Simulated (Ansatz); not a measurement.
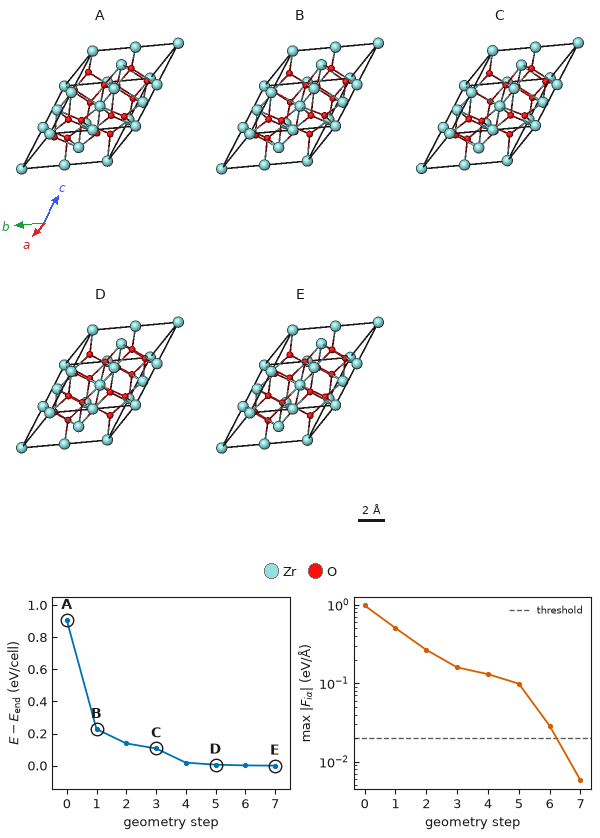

Frames of a relaxation of a defect cell of composition Zr₇O₁₆, marked on the history of the run. The picture is a ball-and-stick view of the cell of the calculation, seen from a free direction.

Case: Zr vacancy, atoms relaxed.

These are results of DFT PBEsol, scalar-relativistic, plane waves, PAW in Ansatz 0.2.0, not measurements.

The input:
```yaml
crystal:
  lattice:
    - [0.0, 7.1689604925, 0.0]
    - [7.1689604925, 0.0, 0.0]
    - [-3.5844802462, -3.5844802462, -5.1771128403]
  atoms:
    - { symbol: Zr, position: [0.0, 1.0, 1.0] }
    - { symbol: Zr, position: [0.5, 0.5, 1.0] }
    - { symbol: Zr, position: [0.0, 0.5, 1.0] }
    - { symbol: Zr, position: [0.0, 0.0, 0.5] }
    - { symbol: Zr, position: [0.5, 0.0, 0.5] }
    - { symbol: Zr, position: [0.0, 0.5, 0.5] }
    - { symbol: Zr, position: [0.5, 0.5, 0.5] }
    - { symbol: O, position: [0.149258387, 0.899258387, 0.7985167741] }
    - { symbol: O, position: [0.649258387, 0.899258387, 0.7985167741] }
    - { symbol: O, position: [0.149258387, 0.399258387, 0.7985167741] }
    - { symbol: O, position: [0.649258387, 0.399258387, 0.7985167741] }
    - { symbol: O, position: [0.899258387, 0.649258387, 0.2985167741] }
    - { symbol: O, position: [0.399258387, 0.649258387, 0.2985167741] }
    - { symbol: O, position: [0.899258387, 0.149258387, 0.2985167741] }
    - { symbol: O, position: [0.399258387, 0.149258387, 0.2985167741] }
    - { symbol: O, position: [0.350741613, 0.100741613, 0.7014832259] }
    - { symbol: O, position: [0.850741613, 0.100741613, 0.7014832259] }
    - { symbol: O, position: [0.350741613, 0.600741613, 0.7014832259] }
    - { symbol: O, position: [0.850741613, 0.600741613, 0.7014832259] }
    - { symbol: O, position: [0.600741613, 0.850741613, 0.2014832259] }
    - { symbol: O, position: [0.100741613, 0.850741613, 0.2014832259] }
    - { symbol: O, position: [0.600741613, 0.350741613, 0.2014832259] }
    - { symbol: O, position: [0.100741613, 0.350741613, 0.2014832259] }
basis:
  ecutwfc: 420
kpoints:
  mp_grid: { grid: [4, 4, 4] }
hamiltonian:
  xc: pbesol
scf:
  occupations: { method: gaussian, width: 0.05 }
output:
  forces: true
  stress: true
  eigenvalues: true
relax:
  adjacent_minimum: "off"
  f_tol: 0.02
  max_steps: 50
```

Run as
```bash
ansatz run input.yaml --threads 4 --pin off --max-ram 9216MiB --backend cpu --events-out ev --progress --plain --runs-dir out
```

Question: What happens along the run?

Answer: The energy falls by 0.907 eV per cell of the calculation in 7 geometry steps. Largest force component: 0.98 eV/Å at the start, 0.0058 eV/Å at the end. The largest moves, 0.37 Å, are those of O8, O9, O20 and O22. O22 goes roughly along [1 2 3]. Zr stays in place. The lattice vectors keep their values. Among the contacts that change: Zr3–O12 2.367 → 2.165 Å, Zr1–O14 2.367 → 2.166 Å, Zr4–O12 2.074 → 2.236 Å, Zr1–O21 2.074 → 2.233 Å. Among the angles between lasting bonds that change: Zr4–O8–Zr6 98.5° → 112.6°, Zr5–O13–Zr7 119.6° → 106.7°, Zr2–O13–Zr3 98.5° → 110.1°. Cost: 3 min on 4 threads of Arm Neoverse N1, on a shared host, peak memory 1 GiB. From step 0 to 1: O atoms move most (0.20 Å), energy −0.679 eV per cell of the calculation. From step 1 to 3: O atoms move most (0.06 Å), energy −0.120 eV per cell of the calculation. From step 3 to 5: O atoms move most (0.19 Å), energy −0.101 eV per cell of the calculation. From step 5 to 7: O atoms move most (0.03 Å), energy −6.1 meV per cell of the calculation.

Limits of the set-up: the periodic images lie only 7.2 Å apart, so the values are limited by the cell's size.
